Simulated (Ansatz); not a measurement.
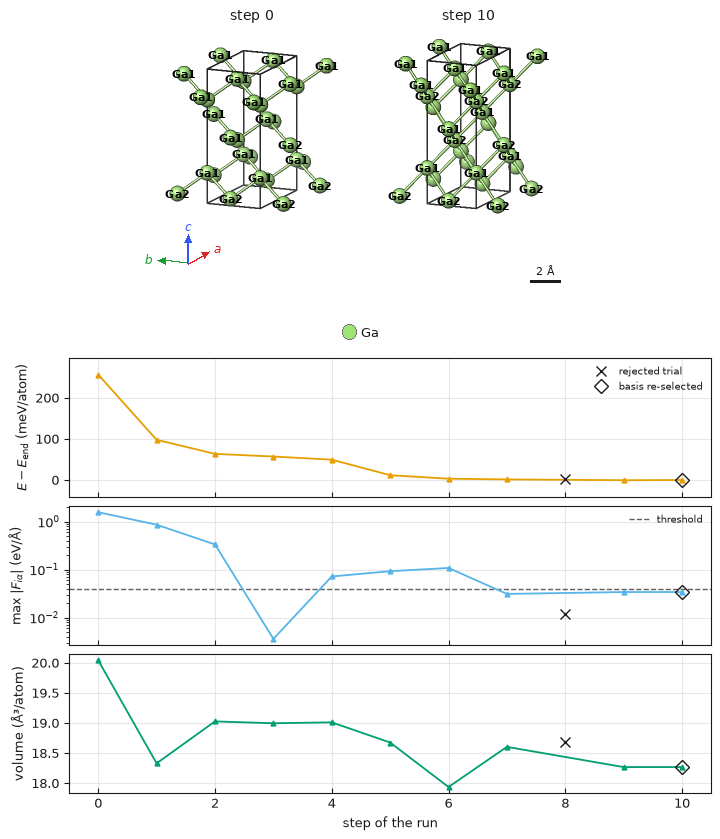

First and last geometry of a relaxation of a crystal of Ga (built on the grey arsenic (A7)_166 type) (coarse preliminary run), with the history of the run. Style: ball-and-stick. Shown: the conventional cell (3 times the calculation's cell), from a free direction. Lengths and directions refer to the drawn axes.

Case: grey arsenic (A7) type (R-3m, No. 166).

Level of theory: DFT PBEsol, scalar-relativistic, plane waves, PAW in Ansatz. (plane-wave cutoff 420 eV; k-point mesh 6 × 6 × 6; occupations gaussian; smearing width 0.1 eV; no spin polarisation; cell and atoms relaxed; force threshold 0.04 eV/Å; at most 70 steps)

Q: Did the run converge, and what did it change?

A: It converged. The energy falls by 256 meV per atom in 8 accepted moves (10 points after the start). The largest force component goes from 1.6 to 0.034 eV/Å. Pressure: 1.58 GPa at the start and 0.31 GPa at the end. The line search rejected the trial step at point 8 of the run. At 1 point the geometry stayed and the basis and grid were re-selected for the new cell (energy shift of 0.4 meV per atom at most each time). The largest moves relative to the cell, 0.25 Å, are those of Ga1 and Ga2. Ga1 goes along +c. The drawn cell changes as follows: a = b 3.682 → 3.406 Å (−7.5 %), c 10.242 → 10.912 Å (+6.5 %); the volume changes by −8.9 %. Among the contacts that change: Ga1–Ga2 3.036 → 2.675 Å, Ga1–Ga2 (another image) 2.465 → 2.682 Å. Among the angles between lasting bonds that change: Ga2–Ga1–Ga2 96.7° → 78.8°. The space group stays R-3m (No. 166). The run took roughly 19 core-seconds on a shared host.
